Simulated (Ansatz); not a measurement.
System: AlNi, space group Pm-3m (No. 221) (one of a set of cubic test structures, which need not be the stable phase).

One of the inputs:
```
crystal:
  lattice:
    - [2.870603442416, 0.0, 0.0]
    - [0.0, 2.870603442416, 0.0]
    - [0.0, 0.0, 2.870603442416]
  atoms:
    - { symbol: Ni, position: [0.0, 0.0, 0.0] }
    - { symbol: Al, position: [0.5, 0.5, 0.5] }
kpoints:
  mp_grid: { grid: [4, 4, 4] }
hamiltonian:
  xc: hse06
  pseudopotentials:
    kind: paw
    azcp:
      Al: "pseudopotentials/pbe/paw/ansatz_paw_generated_hard_1/Al.paw.azcp"
      Ni: "pseudopotentials/pbe/paw/ansatz_paw_generated_hard_1/Ni.paw.azcp"
scf:
  occupations: { method: fermi_dirac, width: 0.1 }
  convergence: { dr2_threshold: "1e-10 eV" }
  exx: { energy_threshold: "2e-8 eV", singularity: regularized }
output:
  forces: true
  stress: true
  eigenvalues: true
```

Run as:
```bash
ansatz run input.yaml --threads 2
```

Method: equation of state of a cubic crystal from periodic Kohn-Sham density functional theory without spin, third-order Birch-Murnaghan fit to the free energies; pressure corrected for the finite basis (Ansatz 0.2.0 development build). Level: HSE06.

- structure type: CsCl
- atoms in cell: 2
- space group number: 221
- lattice centring: simple cubic
- k mesh: 4×4×4
- occupation method: Fermi–Dirac
- occupation width: 0.1 eV
- wave cutoff: 700 eV
- datasets: hard PAW
- density tolerance: 0 eV
- bands: 19
- density cutoff ratio: 4
- search for lower states: default
- exchange singularity: regularized

Predict the energy above the lowest point and pressure against volume. The volume takes the values 11.10, 11.47, 11.83, 12.19, 12.55 Å³/atom.

A third-order Birch–Murnaghan fit gives V0 = 11.69 Å³/atom, B0 = 175 GPa and B′ = 4.4. The energy above the lowest point is 16.6 meV/atom at volume 11.10 Å³/atom and 29.7 meV/atom at 12.55 Å³/atom; the lowest computed point is at volume 11.83 Å³/atom (0.0 meV/atom), and no other minimum shows. The pressure falls from 10.0 GPa at volume 11.10 Å³/atom to −10.7 GPa at 12.55 Å³/atom, and changes sign near 11.70 Å³/atom.

```json
{"volume (Å³/atom)": "11.10", "energy above the lowest point (meV/atom)": "16.6", "pressure (GPa)": "10.0"}
{"volume (Å³/atom)": "11.47", "energy above the lowest point (meV/atom)": "1.5", "pressure (GPa)": "3.5"}
{"volume (Å³/atom)": "11.83", "energy above the lowest point (meV/atom)": "0.0", "pressure (GPa)": "-2.0"}
{"volume (Å³/atom)": "12.19", "energy above the lowest point (meV/atom)": "10.0", "pressure (GPa)": "-6.7"}
{"volume (Å³/atom)": "12.55", "energy above the lowest point (meV/atom)": "29.7", "pressure (GPa)": "-10.7"}
```

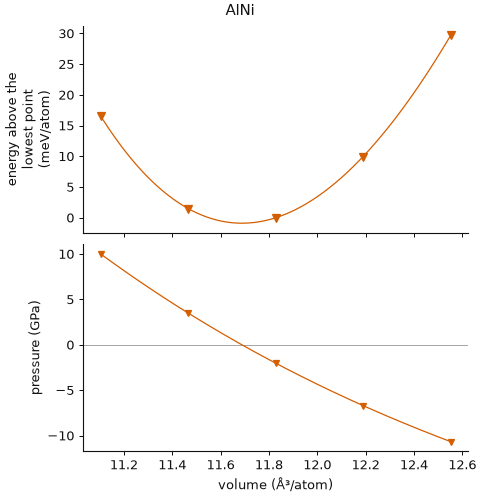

Caveats: coarse k-mesh, values are not converged in k; pseudopotentials made with PBE, not this functional; run without spin, though Ni often carries a moment.
